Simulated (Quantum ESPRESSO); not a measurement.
# Exchange energy and Ni moments of rocksalt NiO under biaxial strain at fixed z length, PBE+U (U = 6 eV)

I have to decide whether the magnetic coupling of a strained NiO film can be taken from the unstrained crystal, or whether strain must enter the model. The question matters for antiferromagnetic spintronic layers, where the coupling between Ni spins helps to set both the ordering temperature and the spin-wave energies. I calculate the energy of one opposed spin order less that of the parallel order, per Ni atom, so that a negative value favours opposed spins. The x and y lengths are scaled from 0.97 to 1.03 of those of the cell typed from measured lattice constants, while z is held. Alongside the energies I follow the spin moment inside the Ni spheres.

## How the numbers were made

One system, NiO (rocksalt, Fm-3m), 2 atom(s) a primitive cell, from cells typed from measured lattice constants. Quantum ESPRESSO 7.5, plane waves with GBRV 1.5 PBE pseudopotentials, cutoff 544 eV, Fermi-Dirac smearing of 0.05 eV, k meshes whose coarsest spacing along a reciprocal vector is 0.26 to 0.27 1/Å over all runs (2π included). Functional: PBE with Hubbard U (eV) Ni 6 on orthogonalised atomic projectors; collinear spins, no spin-orbit coupling. Atoms stay at fixed fractions of the cell and the mesh divisions are held. In the given cell the shortest lattice vector along z is 4.177 Å long and the shortest in the xy plane 2.954 Å. At each point the moments on Ni are started parallel, opposed (signs +-, cell doubled at q = (0,0,1/2) of the reciprocal vectors) and without spin polarisation. Of the opposed order at the middle point, it reverses 6 of 12 magnetic neighbours at 2.95 Å and 6 of 6 magnetic neighbours at 4.18 Å. Runs that did not converge or carry a known fault are not listed. The same in all rows: net spin moment of that run per magnetic atom: 2.0000 μB; metal or insulator in the run from the parallel start, judged by its smearing entropy or density of states at the Fermi energy (a gap under a few smearing widths counts as a metal): insulator.

Notes on method and selection:

- Each state is what a run reaches from typed starting moments; only a few collinear orders were started, so the lowest found need not be the ground state. Spin-orbit coupling is left out of these energies, which are free energies at the smearing width. A magnetic atom is one that was given a starting moment.
- Site moments count the spin inside each program's own atomic sphere, so they depend somewhat on its radius and leave out the spin between the spheres.
- Under a Hubbard U the orbital state was not searched.
- Quantum ESPRESSO sets the radius of an element's spheres to about 0.41 of its shortest distance to a neighbour, so it changes from cell to cell and the site moment with it.
- A measured moment is set beside the table only where the run ends ferromagnetic and the measured order is ferromagnetic too.
- Runs that did not converge, have known faults or may not be shown are not listed, and runs on Ansatz's PAW sets soft_1 and soft_2 are kept to separate tables.

Columns:

- biaxial strain: factor on the x and y lengths of the cell, z held.
- moment (μB): largest site spin moment reached from the parallel start.
- moment, opposed (μB): largest site spin moment reached from the opposed start.
- magnetic distance (Å): shortest distance between magnetic atoms.
- E(opposed) - E(parallel) (meV): energy of the run from the opposed start less that of the parallel start, per magnetic atom (positive: parallel is favoured); blank where a pattern was lost.

Input lines of one member:

```
&SYSTEM
  ecutwfc = 40
  ecutrho = 280
  nbnd = 20
  occupations = 'smearing'
  smearing = 'fd'
  degauss = 0.00367493
  nspin = 2
  starting_magnetization(1) = 0.1111
  starting_magnetization(2) = 0
/
&ELECTRONS
  conv_thr = 4d-09
  mixing_beta = 0.3
/
K_POINTS automatic
10 10 10 0 0 0
HUBBARD {ortho-atomic}
U Ni-3d 6.0000
```

Command (options for logging and memory left out): `pw.x -in pw.in`

## Table of results

| member | biaxial strain | moment (μB) | moment, opposed (μB) | magnetic distance (Å) | E(opposed) - E(parallel) (meV) |
| --- | --- | --- | --- | --- | --- |
| 0.97 | 0.97 | 1.71 | 1.65 | 2.865 | −125.1 |
| 0.98 | 0.98 | 1.72 | 1.66 | 2.895 | −117.2 |
| 0.99 | 0.99 | 1.72 | 1.67 | 2.924 | −110.0 |
| 1 | 1.00 | 1.73 | 1.68 | 2.954 | −103.2 |
| 1.01 | 1.01 | ? | ? | ? | ? |
| 1.02 | 1.02 | 1.73 | 1.68 | 2.983 | −91.4 |
| 1.03 | 1.03 | 1.74 | 1.69 | 2.998 | −86.2 |

Cells marked ? are withheld until the estimate has been made.

E(opposed) - E(parallel) (meV) against biaxial strain, members shown:

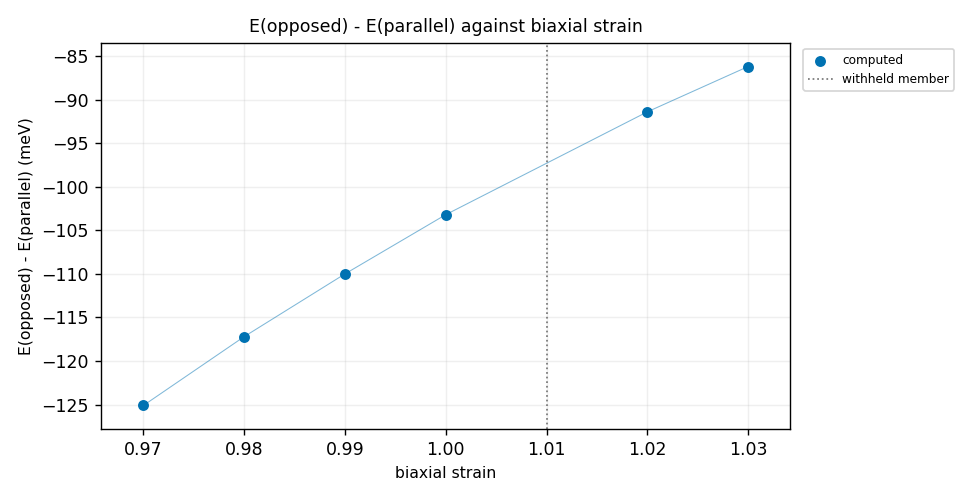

## Why the values move as they do

The opposed order is favoured in every row shown, and its advantage shrinks as the plane is stretched, from 125.1 meV at 0.97 to 86.2 meV at 1.03. The mean slope is (125.1 − 103.2) / 3 = 7.3 meV per percent on the compressed side and (103.2 − 86.2) / 3 = 5.7 meV per percent on the stretched side.

I attribute this to superexchange through oxygen. The opposed order reverses all six Ni neighbours that sit across an oxygen in a straight Ni–O–Ni line. Four of these lines lie in the plane and lengthen with the strain factor s, while the two along z keep their length. Longer bonds mean weaker Ni–O hopping and weaker coupling. If only these lines counted, the energy would follow −103.2 × (1/3 + 2/3 × s^−n). Solved for n, the end rows give roughly 9.1 at 0.97 and roughly 9.6 at 1.03. With the mean, 9.3, the formula misses the five strained rows by typically 0.4 meV, against a scatter of 15 meV about the mean of the column. Such an exponent is close to the rough tenth power of distance familiar for superexchange in insulators, although it also absorbs any change in the weaker nearest-neighbour coupling.

The moments hardly respond. The net moment stays at 2 μB per Ni in the parallel run, as expected for two unpaired e_g electrons. The site moment rises only from 1.71 to 1.74 μB, and part of the rise below s = 1 may come from the Ni sphere, which grows with the shortest Ni–O distance. Strain therefore changes the coupling between the spins much more than their size.

For a film the slopes are probably too steep. A stretched film that is free along z would normally contract there, which would strengthen the two vertical Ni–O–Ni lines and offset part of the loss.

## Predicting the missing value

Plain estimates from the members shown:

- 1.01, straight-line interpolation between 1 and 1.02: w = (1.01 − 1.00) / (1.02 − 1.00) = 0.500, so −103.2 + 0.500 × (−91.4 − (−103.2)) = −97.3 meV

The member at 1.01 lies between two calculated neighbours, so I start from the straight-line value of −97.3 meV and correct it for curvature. The shortest magnetic distance changes from an in-plane pair to an out-of-plane pair at s = 1, but each individual bond length varies smoothly, and I expect no kink in the energy.

The rows show how far a midpoint lies above the straight line between its neighbours:

- At 0.98 the line gives (−125.1 − 110.0) / 2 = −117.55, and the row lies −117.2 − (−117.55) = 0.35 meV higher.
- At 0.99 it gives (−117.2 − 103.2) / 2 = −110.2, and the row lies −110.0 − (−110.2) = 0.20 meV higher.
- At 1.00, from 0.98 and 1.02, it gives (−117.2 − 91.4) / 2 = −104.3, and the row lies 1.1 meV higher. The span is doubled and the offset grows as its square, so this counts as 1.1 / 4 = 0.275 meV.

The mean offset is 0.275 meV, which gives −97.3 + 0.275 = −97.0 meV.

As a trial I predict 0.99 with the offset found at 1.00 alone, because the one at 0.98 already uses the 0.99 energy. This gives −110.2 + 0.275 = −109.925 meV against −110.0 meV in the table. The miss, rounded to 0.1 meV, is similar to the scatter of the three offsets, and I take it as one standard deviation.

**Committed estimate, 1.01: E(opposed) - E(parallel) = −97.0 ± 0.1 meV.**

## The withheld result

| member | biaxial strain | moment (μB) | moment, opposed (μB) | magnetic distance (Å) | E(opposed) - E(parallel) (meV) |
| --- | --- | --- | --- | --- | --- |
| 1.01 | 1.01 | 1.73 | 1.68 | 2.968 | −97.1 |

| member | estimate | E(opposed) - E(parallel) (meV) | computed | estimate − computed | miss in error bars |
| --- | --- | --- | --- | --- | --- |
| 1.01 | committed | −97.0 | −97.1 | +0.1 | 1.0 |
| 1.01 | interpolation | −97.3 | −97.1 | −0.2 |  |

E(opposed) - E(parallel) (meV) against biaxial strain:

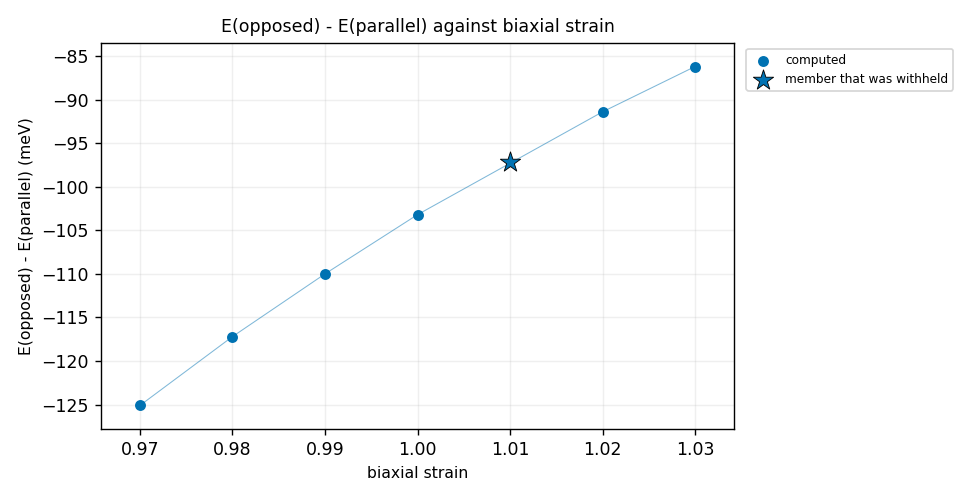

The estimate of −97.0 meV missed the computed −97.1 meV by 0.1 meV, which is just at the edge of its error bar. The straight line, at −97.3 meV, missed by 0.2 meV, so the curvature correction had the right sign and brought a small gain, though one no larger than the last printed digit.

The expectation of a smooth energy through s = 1 also held. The line between the two neighbours of the unstrained cell now gives (−110.0 − 97.1) / 2 = −103.55 meV, and the row lies −103.2 − (−103.55) = 0.35 meV above it, much as at the other midpoints. The change of the shortest Ni–Ni pair from in-plane to out-of-plane therefore leaves no visible kink.

The superexchange formula, with its exponent left at 9.3, gives −103.2 × (1/3 + 2/3 × 1.01^−9.3) = −97.1 meV, as computed. This agrees with coupling through the stretched Ni–O–Ni lines, but it is a mild test, because any smooth curve through the neighbouring rows would come close.

## Where the trend breaks

No row stands out. The largest departures from the superexchange formula are at the two ends, where the computed energies are less negative by 0.6 meV at 0.97 and 0.5 meV at 1.03. An exponent that grows slowly with bond length would give this sign at both ends, and so might a small contribution from the nearest Ni neighbours.

## Conclusions and limits

Strain has to enter the film model through the coupling, while the Ni moment can be kept fixed. Between 0.97 and 1.03, a member midway between rows 2% apart can be estimated to a few tenths of a meV by a straight line.

Around the unstrained cell the slope is (110.0 − 97.1) / 2 = 6.45 meV per percent, or 6.45 / 103.2 = 6.3% of the coupling per percent of strain. If the Ni–O–Ni lines dominate, mean-field theory lowers the ordering temperature by the same fraction on stretching at fixed z. In a film free to contract along z the loss would be smaller. There are half as many Ni–O–Ni lines along z as in the plane, so a contraction as large as the in-plane stretch would make up about half of the loss, and a smaller contraction less.

All rows use U = 6 eV. A smaller U would make the virtual hops between Ni ions cheaper and the coupling stronger, so the absolute energies depend on that choice. Spin-orbit coupling should change these energy differences far less.

[Logs are printed without paths, hosts, clocks, repeated set-up lines and the standing remarks that a program may print on its own settings, such as how far it seeks lower states.]
